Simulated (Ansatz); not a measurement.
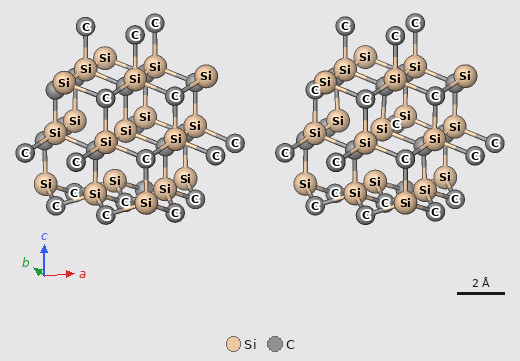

Two geometries of a defect cell of composition Si48C47, drawn at one scale. One is the start of a relaxation, the other its converged end. The picture is a ball-and-stick view of the atoms within 5.0 Å of the atom that moves most (axes of the cell of the calculation (origin shifted)), seen slightly off an axis.

Computed with Ansatz, DFT, PBEsol, PAW, plane waves. Settings: plane-wave cutoff 420 eV; k-point mesh 1 × 1 × 1; mesh shifted by (0.25, 0.25, 0.25); collinear spin; atoms relaxed in a fixed cell; force threshold 0.03 eV/Å; at most 80 steps.

Question: Which one is relaxed?

Answer: The right one is the relaxed one. The energy falls by 1.704 eV per cell of the calculation in 10 accepted moves (12 points after the start). The largest force component goes from 2.4 to 0.012 eV/Å. The line search rejected the trial steps at points 8, 10 of the run. The atom that moves furthest is a Si atom (0.17 Å along [−3 2 1]). Largest moves by element: Si 0.17 Å, C 0.14 Å. The cell stays as it was. Among the contacts that change: C–Si 1.976 → 1.892 Å, C–Si 1.812 → 1.882 Å, C–Si 1.864 → 1.932 Å, C–Si 1.949 → 1.891 Å. Among the angles between lasting bonds that change: Si–C–Si 111.4° → 106.7°, C–Si–C 109.0° → 104.6°, C–Si–C 107.5° → 111.5°. The run took 18 s on 1 × NVIDIA GB300 Max-Q with 32 threads of Arm Neoverse-V2, peak memory 2 GiB.
